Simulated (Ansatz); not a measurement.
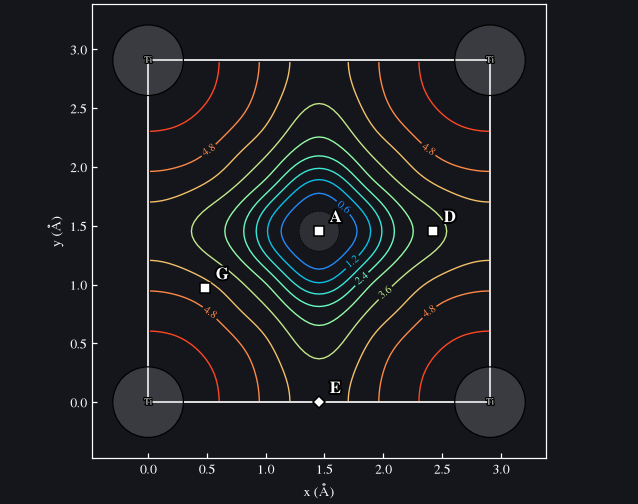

C on a Ti(100) slab cut from the Fm-3m phase, its upper half relaxed before the scan (3 atoms of substrate and one adsorbate in a 1 × 1 cell). C is moved over the surface cell; relaxed at each place: the height of the adsorbate's atoms; substrate rigid; the origin of the map has the adsorbate above Ti3. Places are given modulo a cell vector. The map is drawn in real space over the plane of the surface. Grid: 6 × 6 points; 10 points were computed and 26 follow by symmetry. Energies: eV, counted from the lowest grid point. With one adsorbate in each 1 × 1 cell, its nearest image is 2.9 Å away, so neighbouring adsorbates interact. The calculation used DFT PBE, scalar-relativistic, plane waves, PAW in Ansatz. Settings: cutoff 420 eV, k-mesh 9×9×1, gaussian smearing 0.1 eV, no spin polarisation.

Drawn: contour lines labelled in eV, labelled circles for the atoms of the top layer and small ones for the second layer, the outline of one cell of the plane, lettered points. Between grid points the surface is interpolated.

**Is A the lowest point of the computed grid?**

Yes. A, at a fourfold hollow over a second-layer Ti atom, (3/6, 3/6) of the cell vectors, has the lowest energy of the grid.

**What kind of point is each of A, E, G: minimum, saddle, maximum or slope?**

A: minimum; E: saddle point; G: on a slope. (In these two coordinates alone; a stationary point may lie a little off the grid point.)

PAW datasets: the set soft_1.
